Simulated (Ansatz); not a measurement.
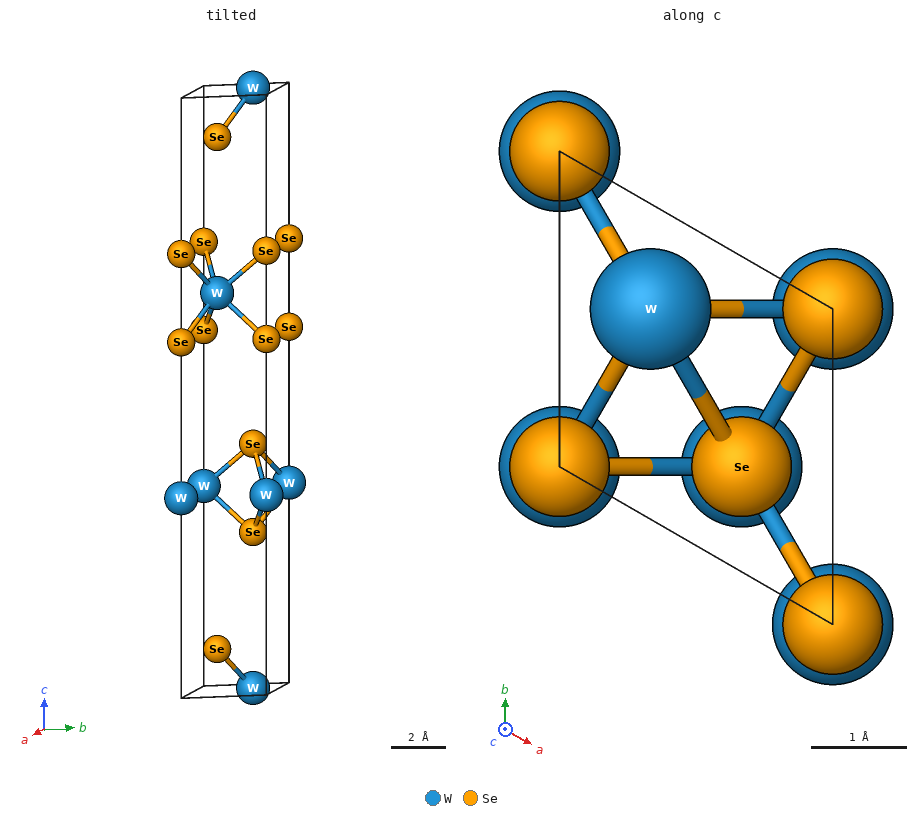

View slightly off an axis and along the c axis, drawn as a ball-and-stick model. Thin lines show the conventional unit cell, with boundary atoms drawn in all their periodic places. Cell: a = 3.321 Å, b = 3.321 Å, c = 22.817 Å, α = 90.00°, β = 90.00°, γ = 120.00°.

Notes on the structure:

- It has the composition WSe2.
- Its lattice is rhombohedral (trigonal R), its space group R3m (No. 160).
- Atoms per cell: 9 (3 W, 6 Se).
- W is linked to six Se in a trigonal prismatic arrangement at about 2.5 Å. Se sits among three W in a trigonal pyramidal arrangement at about 2.5 Å. Not all metal-metal contacts are counted.
- The bonds build WSe2 layers parallel to (001).

Its origin is a structure listed in the Materials Project, with elements exchanged, so it need not be a known form of the compound. Earlier steps of the study may have refined or changed the cell and positions. Ansatz was used for an electronic-structure calculation on it.
